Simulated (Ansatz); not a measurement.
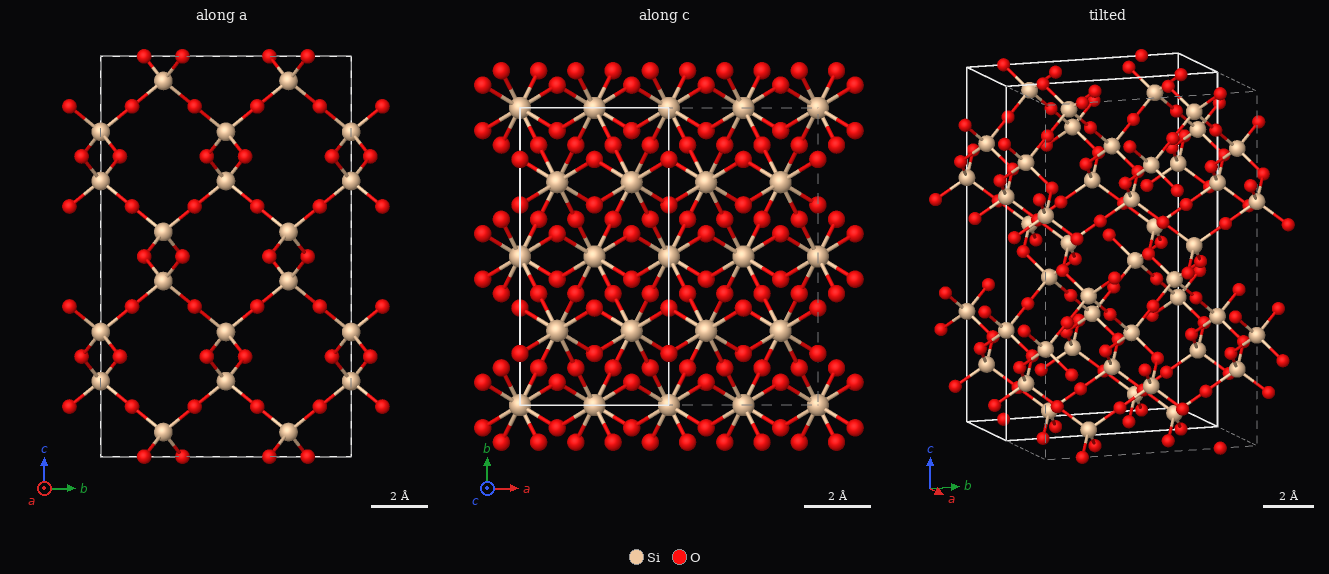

View along the a axis, along the c axis and slightly off an axis, drawn as a ball-and-stick model. 2×1×1 cells are drawn; the solid outline is the conventional unit cell. Some neighbours outside the box are added.

Description:

The compound is SiO2. The lattice is face-centred orthorhombic and the space group Fddd (No. 70). One cell contains 16 Si, 32 O, 48 atoms in all. The coordination shell of Si holds four O in a tetrahedral arrangement at about 1.6 Å. Each O atom is coordinated by two Si at about 1.6 Å. The bonds build a three-dimensional framework.

The structure comes from a structure listed in the Materials Project. It was relaxed with Ansatz, DFT r2SCAN, scalar-relativistic, plane waves, PAW under a constraint or pressure on the cell, so some stress remains.

At this level of theory the run's own cell isn't at rest (compressed, at 15 GPa), so its distances can differ from those at equilibrium, the more so the softer the solid.
